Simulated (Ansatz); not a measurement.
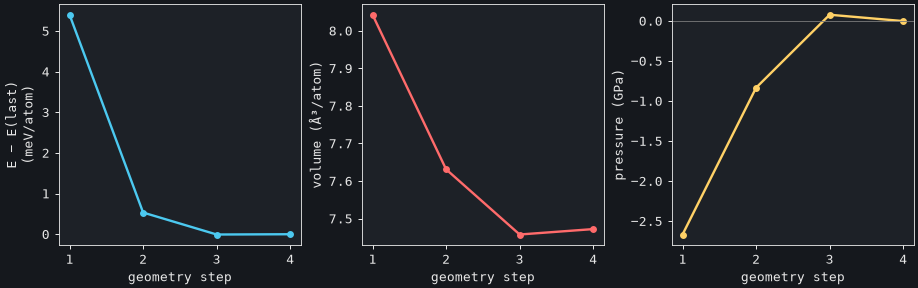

History of a geometry optimisation. Atoms and cell relax. A closing SCF on a freshly chosen basis isn't drawn.

LiH (Fm-3m, 2 atoms in the cell); DFT, LDA, plane waves, PAW in Ansatz; cutoff 420 eV, 10×10×10 k-mesh, Fermi–Dirac smearing of 0.02 eV.

How did the optimisation end?

The optimisation met its thresholds at geometry 4, counting the start as the first. The energy fell by about 5.4 meV/atom from the first step to the last. All forces vanish by symmetry, so only the cell moves.

Was the starting cell too large or too small?

The volume shrinks from 8.04 to 7.47 Å³ per atom (−7.1 %), as the pressure goes from −2.7 GPa to about 0 GPa. The start was expanded.
